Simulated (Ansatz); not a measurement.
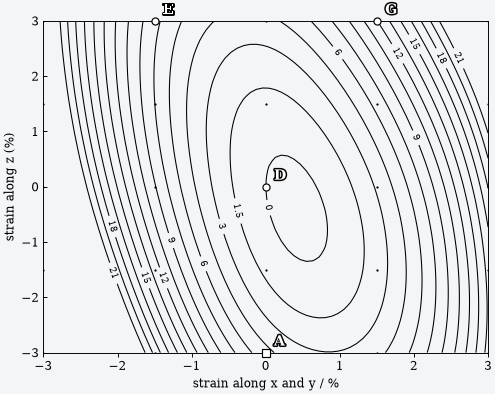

P (R-3m, No. 166; 2 atoms in the cell). The cell is strained homogeneously, by one strain along x and y and another along z, with fractional coordinates fixed (x along [1 0 0], z along [0 0 1] of the conventional cell). The first coordinate is: strain along x and y; the second: strain along z. Grid: 5 × 5 points. Energies are in meV/atom, from the lowest grid point. The reference cell is the one listed in the database, not relaxed at this level. Method: DFT r2SCAN, scalar-relativistic, plane waves, PAW (Ansatz). Settings: cutoff 500 eV, k-mesh 18×18×18, gaussian smearing 0.15 eV, no spin polarisation.

Drawn: contour lines labelled in meV/atom (none above 21), dots at the grid points, lettered points. Between grid points the surface is interpolated.

Rank the lettered points by energy, lowest first.

Answer. D (0.0 meV/atom), A (5.0 meV/atom), E (8.0 meV/atom), G (12.0 meV/atom).
